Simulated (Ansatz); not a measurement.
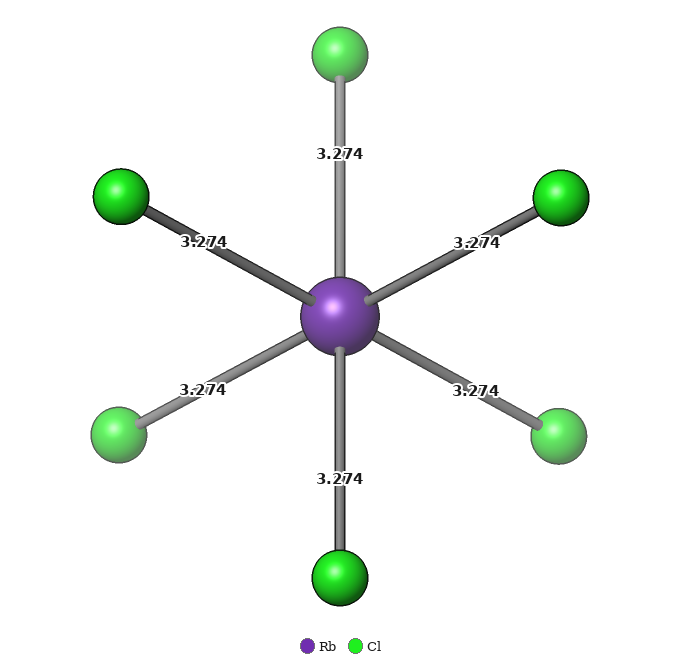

The surroundings of site Rb1 (at 0.000, 0.000, 0.000) in RbCl (Fm-3m, No. 225), with bond lengths in Å.

The cell is taken from a calculation's input that goes back to an entry of the Crystallography Open Database (an earlier step may have relaxed or displaced it).

```yaml
crystal:
  lattice:
    - [6.54800, 0.00000, 0.00000]
    - [0.00000, 6.54800, 0.00000]
    - [0.00000, 0.00000, 6.54800]
  atoms:
    - { symbol: Rb, position: [0.00000, 0.00000, 0.00000] }
    - { symbol: Cl, position: [0.50000, 0.00000, 0.00000] }
    - { symbol: Rb, position: [0.00000, 0.50000, 0.50000] }
    - { symbol: Cl, position: [0.50000, 0.50000, 0.50000] }
    - { symbol: Rb, position: [0.50000, 0.00000, 0.50000] }
    - { symbol: Cl, position: [0.00000, 0.00000, 0.50000] }
    - { symbol: Rb, position: [0.50000, 0.50000, 0.00000] }
    - { symbol: Cl, position: [0.00000, 0.50000, 0.00000] }
```

Bond valence s = exp((R0 − d)/b), R0 fitted to published crystal structures with b = 0.37 Å; R0 in Å: Rb+–Cl 2.624.

Calculate the bond-valence sum of Rb1 from the bonds drawn.

6 × 0.173 = 1.04 v.u., against a formal valence of 1: a close match.

And over the whole structure?

| site | x, y, z | formal valence | bond-valence sum | difference |
| --- | --- | --- | --- | --- |
| Rb1 | 0.000, 0.000, 0.000 | +1 | 1.04 | 0.04 |
| Cl1 | 0.500, 0.000, 0.000 | −1 | 1.04 | 0.04 |

These sums include all anions within 5 Å. The global instability index (root mean square of the differences over all atoms) is 0.04 v.u.: little strain. The cell was not relaxed for this table, and a volume that is off by a few per cent shifts all sums together.
